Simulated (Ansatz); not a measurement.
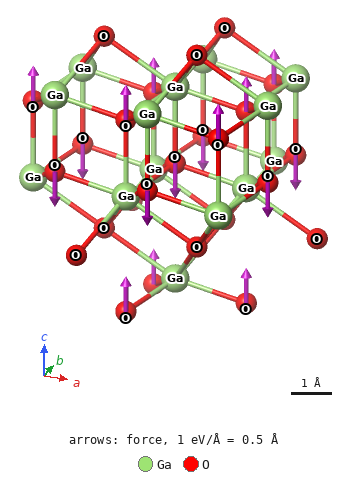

Starting geometry of solid Ga2O3 (built on the A-type La2O3 type) with the computed forces as purple arrows. A ball-and-stick model of the atoms within 4.2 Å of the atom that moves most (axes of the cell of the calculation), seen slightly off an axis.

The calculation used DFT, PBE, plane waves, PAW in Ansatz. (plane-wave cutoff 420 eV; k-point mesh 12 × 12 × 6; occupations fermi dirac; smearing width 0.02 eV; no spin polarisation; cell and atoms relaxed; force threshold 0.005 eV/Å)

What follows when this structure is relaxed?

It isn't relaxed: the largest force vector, on O atoms, is 1.81 eV/Å. The final displacements follow the starting forces only in part (cosine between the two patterns 0.82). The largest moves relative to the cell, 0.51 Å, are those of O atoms. Largest moves by element: O 0.51 Å, Ga 0.42 Å. Cell: a = b 3.153 → 3.025 Å (−4.1 %), c 4.918 → 7.506 Å (+52.6 %). Volume +40.4 %. Near-neighbour distances that change, for instance: Ga–O 1.967 → 3.935 Å, Ga–O 2.183 → 2.248 Å. Bonds break: Ga–O (1.97 → 3.94 Å). Bond angles that change, for instance: Ga–O–Ga 87.5° → 95.5°, Ga–O–Ga 92.5° → 84.5°, O–Ga–O 92.5° → 84.5°. The space group stays P-3m1 (No. 164). The energy falls by 2.146 eV per cell of the calculation in 25 accepted moves (32 points after the start). The largest force component goes from 1.8 to 0.002 eV/Å. The pressure goes from 41.24 to 0.01 GPa. The SCF was repeated 7 times at an unchanged geometry on a basis and grid sized afresh for the cell, which shifted the energy by 0.307 eV per cell of the calculation at most. Cost: 78 s on 2 threads of AMD EPYC 7R13 Processor (Zen 3), on a shared host, peak memory 0.64 GiB.
